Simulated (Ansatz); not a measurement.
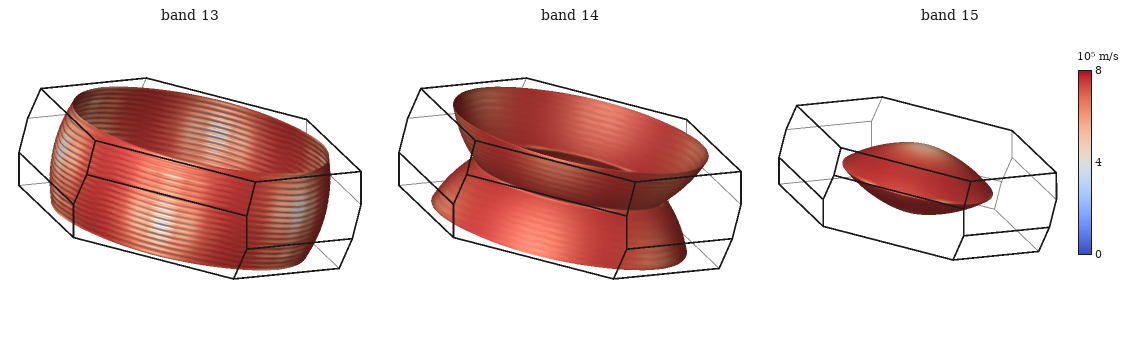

Fermi surface of Rb (R-3m), coloured by the Fermi speed.

Method: DFT PBEsol, scalar-relativistic, plane waves, PAW; levels and slopes on a dense k mesh at the converged density in Ansatz 0.2.0. No spin polarisation. Mesh 18×18×18, interpolated with the band slopes. Unrelaxed database geometry. The cell comes from a database of computed structures, not from a measurement.

> How fast are the electrons on each sheet?

Band 13: 4.9 to 7.6 × 10⁵ m/s over most of the sheet, 6.7 × 10⁵ m/s on average over states. Band 14: 6.5 to 7.5 × 10⁵ m/s over most of the sheet, 7.2 × 10⁵ m/s on average over states. Band 15: 6.1 to 7.6 × 10⁵ m/s over most of the sheet, 7.2 × 10⁵ m/s on average over states.

Spin-orbit coupling is left out; with Rb it can split, shift or remove sheets.
